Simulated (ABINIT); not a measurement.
Phonon calculation of MnS (part 4 of 4)

The same run, continued: MnS (4 atoms in the cell); Kohn-Sham DFT of a periodic cell, LDA, JTH PAW LDA v2.0 (ABINIT 10.8.3); cutoff 707.5 eV, 6×6×4 k-mesh, fermi-dirac of 0.05 eV, collinear spins. The structure derives from a Materials Project entry. The run did not end well.

Geometry of the input (Å; fractional positions):
```
3.4005  0.0000  0.0000
-1.7003  2.9449  0.0000
0.0000  0.0000  5.8264
Mn 0.6667  0.3333  0.4965
Mn 0.3333  0.6667  0.9965
S  0.3333  0.6667  0.6285
S  0.6667  0.3333  0.1285
```

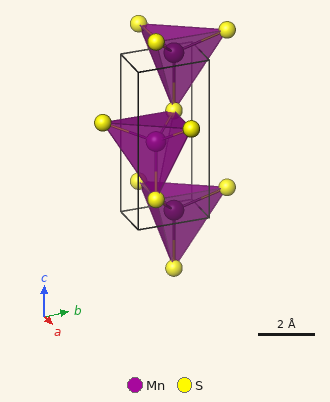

Figure 1. The structure as given in the input (polyhedral view of the cell of the calculation, seen slightly off an axis; polyhedra are completed across the faces of the cell). An atom can appear more than once, as a periodic image.

**Output, continued**
```
     iter   2DEtotal(Ha)        deltaE(Ha) residm    vres2    difmagsph maxmagsph
-ETOT  1   74.930338233156     -1.184E+02 2.220E+00 7.025E+05 2.066E-04 2.066E-04
 ETOT  2   8.1510646486000     -6.678E+01 1.516E-01 1.608E+04 2.524E-04 4.584E-05
 ETOT  3   6.8243939820044     -1.327E+00 3.011E-01 1.053E+03 3.211E-04 3.134E-04
 ETOT  4   6.7225070664988     -1.019E-01 3.942E-02 5.081E+01 5.210E-03 4.896E-03
 ETOT  5   6.7555797580555      3.307E-02 5.597E-02 9.177E+02 6.278E-02 5.788E-02
 ETOT  6   6.7233692631097     -3.221E-02 6.947E-03 3.959E+02 1.090E-01 5.119E-02
 ETOT  7   6.7121791241800     -1.119E-02 1.272E-02 2.177E+02 8.285E-02 3.166E-02
 ETOT  8   6.6978382001018     -1.434E-02 1.406E-03 2.077E-01 4.593E-02 1.428E-02
 ETOT  9   6.6984251472764      5.869E-04 2.539E-03 9.954E+00 1.300E-02 1.333E-03
 ETOT 10   6.6979022224724     -5.229E-04 2.761E-04 1.591E+00 1.001E-02 1.129E-02
 ETOT 11   6.6978512569107     -5.097E-05 4.995E-04 8.297E-01 6.377E-03 4.939E-03
 ETOT 12   6.6978047937181     -4.646E-05 5.264E-05 9.622E-02 3.077E-03 8.007E-03
 ETOT 13   6.6978055047564      7.110E-07 9.531E-05 1.131E-01 2.045E-03 5.962E-03
 ETOT 14   6.6977985075201     -6.997E-06 9.837E-06 2.085E-03 6.190E-04 6.577E-03
 ETOT 15   6.6977994102387      9.027E-07 1.774E-05 1.676E-02 5.261E-04 6.051E-03
 ETOT 16   6.6977987127690     -6.975E-07 1.811E-06 5.551E-03 5.961E-05 6.110E-03
 ETOT 17   6.6977985475310     -1.652E-07 3.271E-06 3.041E-03 4.038E-04 5.706E-03
 ETOT 18   6.6977985640978      1.657E-08 3.327E-07 3.123E-03 2.713E-04 5.978E-03
 ETOT 19   6.6977984101224     -1.540E-07 6.023E-07 5.850E-04 1.073E-04 6.085E-03
 ETOT 20   6.6977983960055     -1.412E-08 6.097E-08 1.826E-04 2.989E-04 6.384E-03
 ETOT 21   6.6977983966579      6.524E-10 1.121E-07 1.522E-04 8.383E-05 6.468E-03
 ETOT 22   6.6977984070297      1.037E-08 1.134E-08 5.629E-04 4.250E-04 6.043E-03
 ETOT 23   6.6977984016870     -5.343E-09 2.079E-08 4.378E-04 4.362E-05 6.086E-03
 ETOT 24   6.6977983994779     -2.209E-09 2.115E-09 3.835E-04 3.476E-05 6.121E-03
 ETOT 25   6.6977984289829      2.950E-08 4.087E-09 8.503E-04 5.682E-05 6.178E-03
 ETOT 26   6.6977983962405     -3.274E-08 4.003E-10 5.193E-04 4.220E-04 5.756E-03
 ETOT 27   6.6977984025348      6.294E-09 6.140E-10 2.846E-04 6.311E-04 6.387E-03
 ETOT 28   6.6977984155610      1.303E-08 6.557E-10 2.656E-04 4.591E-04 6.845E-03
 ETOT 29   6.6977984349522      1.939E-08 4.483E-10 3.036E-04 5.089E-04 7.354E-03
 ETOT 30   6.6977984463399      1.139E-08 3.547E-10 4.861E-04 4.676E-05 7.401E-03
 ETOT 31   6.6977984323481     -1.399E-08 3.969E-10 7.804E-04 8.837E-04 6.517E-03
 ETOT 32   6.6977984094693     -2.288E-08 6.633E-12 2.022E-04 2.662E-04 6.783E-03
 ETOT 33   6.6977984350367      2.557E-08 2.155E-10 3.213E-04 5.407E-04 7.324E-03
 ETOT 34   6.6977984426624      7.626E-09 1.021E-10 4.676E-04 4.733E-06 7.328E-03
 ETOT 35   6.6977984494302      6.768E-09 2.526E-10 2.995E-04 4.418E-04 7.770E-03
 ETOT 36   6.6977984704394      2.101E-08 7.769E-10 4.516E-04 3.283E-04 8.098E-03
 ETOT 37   6.6977985004128      2.997E-08 7.506E-10 2.823E-04 9.528E-04 9.051E-03
 ETOT 38   6.6977985518007      5.139E-08 2.032E-09 5.050E-04 8.572E-04 9.908E-03
 ETOT 39   6.6977986015550      4.975E-08 1.111E-09 5.289E-04 9.783E-04 1.089E-02
 ETOT 40   6.6977986049170      3.362E-09 2.552E-09 2.904E-03 2.749E-03 8.137E-03
 ETOT 41   6.6977986350165      3.010E-08 3.750E-09 1.291E-04 3.705E-03 1.184E-02
 ETOT 42   6.6977987301764      9.516E-08 6.603E-10 2.767E-03 9.222E-04 1.092E-02
 ETOT 43   6.6977986172445     -1.129E-07 5.073E-10 5.991E-04 2.338E-04 1.115E-02
 ETOT 44   6.6977986497871      3.254E-08 2.192E-10 1.199E-03 3.636E-05 1.112E-02
 ETOT 45   6.6977986373906     -1.240E-08 1.265E-10 1.002E-03 1.345E-05 1.110E-02
 ETOT 46   6.6977986473265      9.936E-09 2.772E-10 9.268E-04 2.531E-04 1.136E-02
 ETOT 47   6.6977986675200      2.019E-08 1.122E-10 9.411E-04 3.500E-04 1.171E-02
 ETOT 48   6.6977986969049      2.938E-08 5.723E-10 9.005E-04 5.504E-04 1.226E-02
 ETOT 49   6.6977987030773      6.172E-09 1.017E-10 1.636E-03 5.825E-04 1.167E-02
 ETOT 50   6.6977989424092      2.393E-07 1.517E-08 1.265E-05 4.792E-03 1.647E-02
 ETOT 51   6.6977990980708      1.557E-07 1.192E-09 5.446E-03 1.926E-03 1.454E-02
 ETOT 52   6.6977988901381     -2.079E-07 3.286E-09 7.406E-04 8.114E-04 1.535E-02
 ETOT 53   6.6977989537070      6.357E-08 1.938E-08 7.990E-03 5.558E-03 9.793E-03
 ETOT 54   6.6977986231670     -3.305E-07 1.963E-09 4.155E-06 1.990E-03 1.178E-02
 ETOT 55   6.6977987263779      1.032E-07 1.293E-09 1.850E-03 2.141E-05 1.180E-02
 ETOT 56   6.6977987517043      2.533E-08 2.627E-09 3.190E-04 1.839E-03 1.364E-02
 ETOT 57   6.6977988072803      5.558E-08 5.713E-10 3.328E-03 1.788E-03 1.186E-02
 ETOT 58   6.6977986840044     -1.233E-07 5.662E-11 6.044E-04 4.836E-04 1.234E-02
 ETOT 59   6.6977987312849      4.728E-08 2.944E-11 1.515E-03 7.468E-05 1.226E-02
 ETOT 60   6.6977987237987     -7.486E-09 2.696E-11 9.999E-04 3.643E-04 1.263E-02
```

**Outcome**

```csv
quantity,value
outcome,stopped at the time limit
space group (tolerance 0.01 Å),P6₃mc (186)
electrons treated,42
free energy,−6276.3171 eV
Fermi energy,8.098 eV
net moment of the cell,0.52 μB
pressure,0.16 GPa
largest force (length of the vector),0.013 eV/Å
wall time,36 min
peak memory,0.28 GiB
```

**What went wrong**

The run was cut off by its time limit, so the output is incomplete. Notes on the run: was not enough SCF cycles. Points of doubt noted for this run: k mesh coarse for metal response.
